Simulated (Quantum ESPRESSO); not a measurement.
## Run report: Ag, density-of-states run (part 4 of 4)

Ag (Fm-3m, 1 atom in the cell); Kohn-Sham DFT of a periodic cell, AM05, spin-orbit coupling, PseudoDojo 0.4 FR PBE standard (Quantum ESPRESSO 7.5); cutoff 1115.67 eV, 9×9×9 k-mesh, fermi-dirac of 0.05 eV, non-collinear spins. The structure derives from an entry of the Crystallography Open Database. The geometry was changed: volume scaled by 1.04.

Geometry of the input (Å; fractional positions):
```
0.0000  2.0696  2.0696
2.0696  0.0000  2.0696
2.0696  2.0696  0.0000
Ag 0.0000  0.0000  0.0000
```

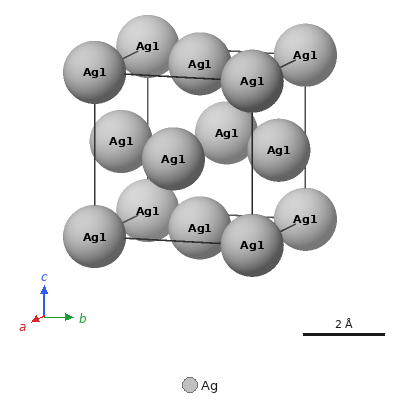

Figure 1. The structure (spheres-only view of the cell 4 times as large as that of the calculation, set on its symmetry axes, seen slightly off an axis; atoms are numbered from 1 in the order of the input). An atom can appear more than once, as a periodic image.

Log, continued
```
   -75.3042 -75.3042 -42.3495 -42.3495 -37.2825 -37.2825 -37.2357 -37.2357
    10.8310  10.8310  11.1093  11.1093  12.0680  12.0680  12.9302  12.9302
    13.5281  13.5281  17.8018  17.8018  23.1481  23.1481  26.5529  26.5529
    27.2436  27.2436  34.9508  34.9508  38.7494  38.7494  41.5691  41.5691
    45.6770  45.6770  47.9875  47.9875  49.8714  49.8714

          k =-0.1571-0.6285-0.4714 (  1508 PWs)   bands (ev):

   -75.3042 -75.3042 -42.3495 -42.3495 -37.2825 -37.2825 -37.2357 -37.2357
    10.8310  10.8310  11.1093  11.1093  12.0680  12.0680  12.9302  12.9302
    13.5281  13.5281  17.8018  17.8018  23.1481  23.1481  26.5529  26.5529
    27.2436  27.2436  34.9508  34.9508  38.7494  38.7494  41.5691  41.5691
    45.6770  45.6770  47.9875  47.9875  49.8714  49.8714

          k = 0.0786 0.5500-0.3928 (  1502 PWs)   bands (ev):

   -75.3036 -75.3036 -42.3514 -42.3514 -37.2842 -37.2842 -37.2395 -37.2395
    10.9964  10.9964  11.2992  11.2992  11.8820  11.8820  12.7284  12.7284
    13.4802  13.4802  19.7563  19.7563  20.9948  20.9948  25.3011  25.3011
    28.0744  28.0744  35.1221  35.1221  39.7900  39.7900  43.3742  43.3742
    44.9980  44.9980  45.2818  45.2818  49.7244  49.7244

          k =-0.0786 0.5500 0.3928 (  1502 PWs)   bands (ev):

   -75.3036 -75.3036 -42.3514 -42.3514 -37.2842 -37.2842 -37.2395 -37.2395
    10.9964  10.9964  11.2992  11.2992  11.8820  11.8820  12.7284  12.7284
    13.4802  13.4802  19.7563  19.7563  20.9948  20.9948  25.3011  25.3011
    28.0744  28.0744  35.1221  35.1221  39.7900  39.7900  43.3742  43.3742
    44.9980  44.9980  45.2818  45.2818  49.7244  49.7244

          k =-0.0786-0.5500-0.3928 (  1502 PWs)   bands (ev):

   -75.3036 -75.3036 -42.3514 -42.3514 -37.2842 -37.2842 -37.2395 -37.2395
    10.9964  10.9964  11.2992  11.2992  11.8820  11.8820  12.7284  12.7284
    13.4802  13.4802  19.7563  19.7563  20.9948  20.9948  25.3011  25.3011
    28.0744  28.0744  35.1221  35.1221  39.7900  39.7900  43.3742  43.3742
    44.9980  44.9980  45.2818  45.2818  49.7244  49.7244

          k =-0.0000 0.4714 0.3143 (  1503 PWs)   bands (ev):

   -75.3052 -75.3052 -42.3461 -42.3461 -37.2780 -37.2780 -37.2305 -37.2305
    11.2689  11.2689  11.3187  11.3187  11.6173  11.6173  12.7692  12.7692
    13.1694  13.1694  17.1410  17.1410  24.4123  24.4123  24.8214  24.8214
    29.6094  29.6094  35.8751  35.8751  38.2980  38.2980  42.6413  42.6413
    43.8259  43.8260  47.1549  47.1549  49.4270  49.4270

          k = 0.0786 0.7071-0.5500 (  1515 PWs)   bands (ev):

   -75.3030 -75.3030 -42.3536 -42.3536 -37.2895 -37.2894 -37.2403 -37.2403
    10.5250  10.5250  10.6245  10.6245  12.8215  12.8215  13.3075  13.3075
    13.7121  13.7121  18.2837  18.2837  23.9570  23.9570  25.6013  25.6013
    25.9409  25.9409  34.6219  34.6219  35.5231  35.5231  43.7065  43.7065
    48.3460  48.3460  49.7098  49.7098  50.2021  50.2021

          k =-0.0000 0.6285 0.4714 (  1504 PWs)   bands (ev):

   -75.3026 -75.3026 -42.3548 -42.3548 -37.2868 -37.2868 -37.2466 -37.2466
    10.7061  10.7061  10.9646  10.9646  12.3326  12.3326  13.0186  13.0186
    13.6805  13.6805  20.4922  20.4922  22.4471  22.4471  23.3301  23.3301
    26.5721  26.5721  34.9750  34.9750  38.9931  38.9931  41.9385  41.9385
    46.9501  46.9501  47.4040  47.4040  51.4611  51.4611

          k = 0.0786 0.7071-0.3928 (  1501 PWs)   bands (ev):

   -75.3028 -75.3028 -42.3541 -42.3541 -37.2829 -37.2829 -37.2488 -37.2488
    10.9506  10.9506  11.2729  11.2729  11.7588  11.7588  12.8783  12.8783
    13.6713  13.6713  20.2949  20.2949  23.0583  23.0583  23.8375  23.8375
    25.2430  25.2430  37.8990  37.8990  38.3530  38.3530  41.1180  41.1180
    44.8103  44.8103  48.4635  48.4635  49.8545  49.8545

     the Fermi energy is    16.7232 ev

!    total energy              =    -309.45662944 Ry
     estimated scf accuracy    <          5.2E-12 Ry
     smearing contrib. (-TS)   =      -0.00006278 Ry
     internal energy E=F+TS    =    -309.45656666 Ry

     The total energy is F=E-TS. E is the sum of the following terms:
     one-electron contribution =    -124.47828017 Ry
     hartree contribution      =      72.34554620 Ry
     xc contribution           =     -45.72580485 Ry
     ewald contribution        =    -211.59802784 Ry

     total magnetization       =    -0.00    -0.00    -0.00 Bohr mag/cell
     absolute magnetization    =     0.00 Bohr mag/cell

     convergence has been achieved in  11 iterations

     Forces acting on atoms (cartesian axes, Ry/au):

     atom    1 type  1   force =     0.00000000    0.00000000    0.00000000

     Total force =     0.000000     Total SCF correction =     0.000000

     Computing stress (Cartesian axis) and pressure

          total   stress  (Ry/bohr**3)                   (kbar)     P=      -62.06
  -0.00042191  -0.00000000  -0.00000000          -62.06       -0.00       -0.00
  -0.00000000  -0.00042191  -0.00000000           -0.00      -62.06       -0.00
  -0.00000000  -0.00000000  -0.00042191           -0.00       -0.00      -62.06

=------------------------------------------------------------------------------=
   JOB DONE.
=------------------------------------------------------------------------------=
```

File pp_density.out
```
This program is part of the open-source Quantum ESPRESSO suite
     for quantum simulation of materials; please cite
         "P. Giannozzi et al., J. Phys.:Condens. Matter 21 395502 (2009);
         "P. Giannozzi et al., J. Phys.:Condens. Matter 29 465901 (2017);
         "P. Giannozzi et al., J. Chem. Phys. 152 154105 (2020);
          URL
     in publications or presentations arising from this work. More details at

     ./tmp/pwscf.save/

     WARNING: libxc functional with ID  120 depends
      on external parameters: check the user_guide of
      QE if you need to modify them or to check their
      default values.

     WARNING: libxc functional with ID  135 depends
      on external parameters: check the user_guide of
      QE if you need to modify them or to check their
      default values.

     IMPORTANT: XC functional enforced from input :
     Exchange-correlation= XC-000I-000I-120L-135L-000I-000I
                           (   0   0 120 135   0   0   0)
     Any further DFT definition will be discarded
     Please, verify this is what you really want

     G-vector sticks info
     --------------------
     sticks:   dense  smooth     PW     G-vecs:    dense   smooth      PW
     Sum         685     685    211                12039    12039    2085

     Using Slab Decomposition

     Calling punch_plot, plot_num =   0
     Writing data to file  density.dat
     Reading data from file  density.dat

     Writing data to be plotted to file density.cube
     Plot Type: 3D                     Output format: Gaussian cube

=------------------------------------------------------------------------------=
   JOB DONE.
=------------------------------------------------------------------------------=
```

File pp_potential.out
```
This program is part of the open-source Quantum ESPRESSO suite
     for quantum simulation of materials; please cite
         "P. Giannozzi et al., J. Phys.:Condens. Matter 21 395502 (2009);
         "P. Giannozzi et al., J. Phys.:Condens. Matter 29 465901 (2017);
         "P. Giannozzi et al., J. Chem. Phys. 152 154105 (2020);
          URL
     in publications or presentations arising from this work. More details at

     ./tmp/pwscf.save/

     WARNING: libxc functional with ID  120 depends
      on external parameters: check the user_guide of
      QE if you need to modify them or to check their
      default values.

     WARNING: libxc functional with ID  135 depends
      on external parameters: check the user_guide of
      QE if you need to modify them or to check their
      default values.

     IMPORTANT: XC functional enforced from input :
     Exchange-correlation= XC-000I-000I-120L-135L-000I-000I
                           (   0   0 120 135   0   0   0)
     Any further DFT definition will be discarded
     Please, verify this is what you really want

     G-vector sticks info
     --------------------
     sticks:   dense  smooth     PW     G-vecs:    dense   smooth      PW
     Sum         685     685    211                12039    12039    2085

     Using Slab Decomposition

     Calling punch_plot, plot_num =  11
     Writing data to file  potential.dat
     Reading data from file  potential.dat

     Writing data to be plotted to file potential.cube
     Plot Type: 3D                     Output format: Gaussian cube

=------------------------------------------------------------------------------=
   JOB DONE.
=------------------------------------------------------------------------------=
```

File nscf.out
```
This program is part of the open-source Quantum ESPRESSO suite
     for quantum simulation of materials; please cite
         "P. Giannozzi et al., J. Phys.:Condens. Matter 21 395502 (2009);
         "P. Giannozzi et al., J. Phys.:Condens. Matter 29 465901 (2017);
         "P. Giannozzi et al., J. Chem. Phys. 152 154105 (2020);
          URL
     in publications or presentations arising from this work. More details at

     IMPORTANT: XC functional enforced from input :
     Exchange-correlation= XC-000I-000I-120L-135L-000I-000I
                           (   0   0 120 135   0   0   0)
     Any further DFT definition will be discarded
     Please, verify this is what you really want

     Atomic positions and unit cell read from directory:
     ./tmp/pwscf.save/

     Fixed quantization axis for GGA:     0.577382    0.577382    0.577288
     Message from routine setup:
     using ibrav=0 with symmetry is DISCOURAGED, use correct ibrav instead
     [opt_tetra]  Optimized tetrahedron method is used.

     G-vector sticks info
     --------------------
     sticks:   dense  smooth     PW     G-vecs:    dense   smooth      PW
     Sum         685     685    211                12039    12039    2085

     Using Slab Decomposition

     bravais-lattice index     =            0
     lattice parameter (alat)  =       5.5310  a.u.
     unit-cell volume          =     119.6480 (a.u.)^3
     number of atoms/cell      =            1
     number of atomic types    =            1
     number of electrons       =        19.00
     number of Kohn-Sham states=           38
     kinetic-energy cutoff     =      82.0000  Ry
     charge density cutoff     =     328.0000  Ry
     Exchange-correlation= XC-000I-000I-120L-135L-000I-000I
                           (   0   0 120 135   0   0   0)
     Noncollinear calculation with spin-orbit

     celldm(1)=   5.531041  celldm(2)=   0.000000  celldm(3)=   0.000000
     celldm(4)=   0.000000  celldm(5)=   0.000000  celldm(6)=   0.000000

     crystal axes: (cart. coord. in units of alat)
               a(1) = (   0.000000   0.707107   0.707107 )
               a(2) = (   0.707107   0.000000   0.707107 )
               a(3) = (   0.707107   0.707107   0.000000 )

     reciprocal axes: (cart. coord. in units 2 pi/alat)
               b(1) = ( -0.707107  0.707107  0.707107 )
               b(2) = (  0.707107 -0.707107  0.707107 )
               b(3) = (  0.707107  0.707107 -0.707107 )

     PseudoPot. # 1 for Ag read from file:
     Ag.upf
     Pseudo is Norm-conserving + core correction, Zval = 19.0
     Generated using ONCVPSP code by D. R. Hamann
     Using radial grid of 1538 points, 10 beta functions with:
                l(1) =   0
                l(2) =   0
                l(3) =   1
                l(4) =   1
                l(5) =   1
                l(6) =   1
                l(7) =   2
                l(8) =   2
                l(9) =   2
               l(10) =   2

     atomic species   valence    mass     pseudopotential
     Ag               19.00   107.86820     Ag( 1.00)

     12 Sym. Ops., with inversion, found

   Cartesian axes

     site n.     atom                  positions (alat units)
         1        Ag     tau(   1) = (   0.0000000   0.0000000   0.0000000  )

     number of k points=   288 (tetrahedron method)

     Number of k-points >= 100: set verbosity='high' to print them.

     Dense  grid:    12039 G-vectors     FFT dimensions: (  32,  32,  32)

     WARNING: libxc functional with ID  120 depends
      on external parameters: check the user_guide of
      QE if you need to modify them or to check their
      default values.

     WARNING: libxc functional with ID  135 depends
      on external parameters: check the user_guide of
      QE if you need to modify them or to check their
      default values.
     Generating pointlists ...
     new r_m :   0.4125 (alat units)  2.2816 (a.u.) for type    1

     The potential is recalculated from file :
     ./tmp/pwscf.save/charge-density

     Starting wfcs are   20 randomized atomic wfcs +   18 random wfcs

     Band Structure Calculation
     Davidson diagonalization with overlap

     ethr =  5.26E-11,  avg # of iterations = 23.6

     End of band structure calculation

     Number of k-points >= 100: set verbosity='high' to print the bands.

     the Fermi energy is    16.4465 ev
     (compare with:    16.7232 eV, computed in scf)

=------------------------------------------------------------------------------=
   JOB DONE.
=------------------------------------------------------------------------------=
```

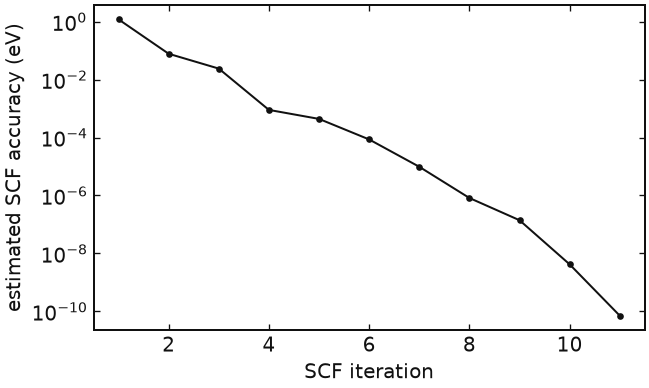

Figure 2. Convergence of the self-consistent field: estimated SCF accuracy against the iteration. The field takes 11 iterations in all.

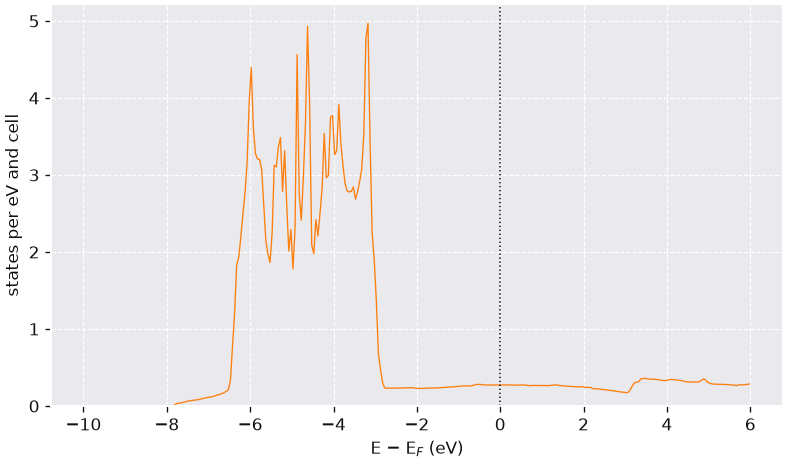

Figure 3. Density of states from the levels on the mesh of the run, whose fine structure reflects that mesh, with energies from the Fermi level of the run. At the top of the window the curve may fall because the computed bands end.

Key numbers

| quantity | value |
| --- | --- |
| outcome | converged |
| space group (tolerance 0.01 Å) | Fm-3m (225) |
| electrons treated | 19 |
| free energy | −4210.3719 eV |
| Fermi energy | 16.723 eV |
| gap on the k-point mesh | none (metallic) |
| net moment of the cell | 0.00 μB |
| integrated absolute moment | 0.00 μB |
| pressure | −6.21 GPa |
| largest force (length of the vector) | under 0.001 eV/Å |
| wall time | 5.1 min |
| peak memory | 0.53 GiB |

Further notes kept with the run: potentials made for another functional. Points of doubt noted for this run: potentials made for another functional. The cell is under a tension of 6.2 GPa at this level, so it is not at its equilibrium volume.
